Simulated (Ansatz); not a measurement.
# AlN: what the fields show

Input file:

```
crystal:
  lattice:
    - [0.0, 2.8240142471, 2.8240142471]
    - [2.8240142471, 0.0, 2.8240142471]
    - [2.8240142471, 2.8240142471, 0.0]
  atoms:
    - { symbol: Al, position: [0.25, 0.25, 0.25] }
    - { symbol: Al, position: [0.0, 0.0, 0.0] }
    - { symbol: "N", position: [0.5, 0.5, 0.5] }
    - { symbol: "N", position: [0.75, 0.75, 0.75] }
basis:
  ecutwfc: 420
kpoints:
  mp_grid: { grid: [14, 14, 14] }
hamiltonian:
  xc: pbe
scf:
  occupations: { method: gaussian, width: 0.1 }
output:
  forces: true
  stress: true
  eigenvalues: true
  write_density: true
  write_potential: true
  elf: true
  volumetric_format: npy
relax:
  adjacent_minimum: "off"
  f_tol: 0.01
  max_steps: 80
  cell: { stress_tol: 0.05 }
```

Launched as:

```sh
ansatz run input.yaml --threads 1 --pin off --max-ram 2560MiB --backend cpu --events-out ev --progress --plain --runs-dir out
```

Below, planes, directions and counts refer to the conventional cell (a = 5.65 Å, b = 5.65 Å, c = 5.65 Å, α = 90.00°, β = 90.00°, γ = 90.00°).

The fields are those of the relaxed geometry.

Space group Fd-3m; a structure generated by program, which may or may not match a known phase.

Theory: Ansatz 0.2.0, DFT PBE, scalar-relativistic, plane waves, PAW.

The density is the valence pseudo-density of a PAW calculation; it isn't the true density close to the nuclei.

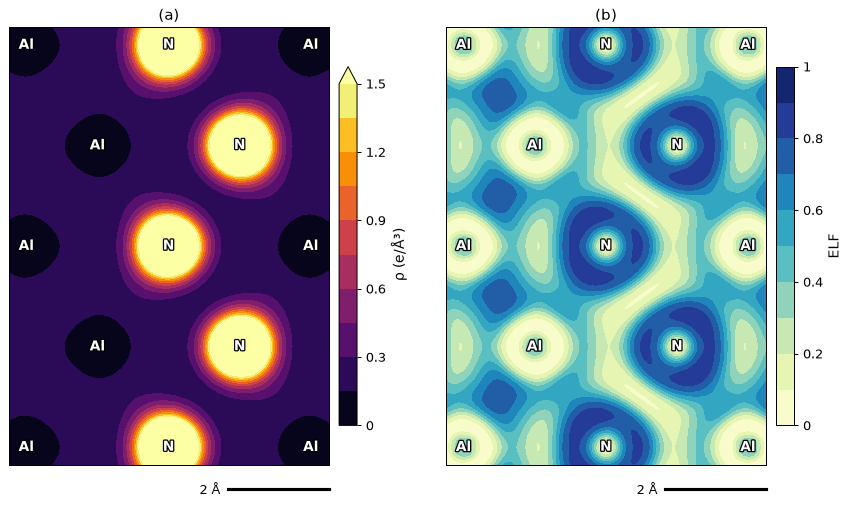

Figure 1. (a) valence pseudo-density; (b) ELF on the (011) plane of the conventional cell.

> What does the map show?

The plane passes through Al and N nuclei.
Al–Al (2.45 Å): the density is about 0.26 e/Å³ at the midpoint; the ELF peaks at about 0.75 between the atoms.
Al–N (2.45 Å): ρ at the midpoint is about 0.28 e/Å³; the ELF peaks at about 0.85 in the valence shell of N, 0.7 Å from its nucleus, and drops to about 0.55 between the two atoms.
Between the atoms the lowest density in this plane is 0.15 e/Å³.

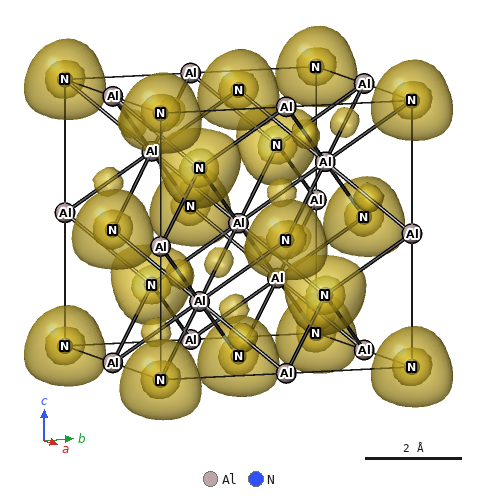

Figure 2. Isosurface of the electron localisation function at 0.7 (yellow), seen slightly off an axis. Core shells and regions of very low density are left out. Sticks mark near contacts.

> What do the ELF domains correspond to?

The surface consists of 16 regions between bonded Al–Al atoms and eight regions wrapped around N (the valence shell of each), counted in one cell of 16 atoms. Any copies at cell faces, edges or corners count once.

> Does the calculation give a band gap?

It is gapless in this calculation (a metal or semimetal).
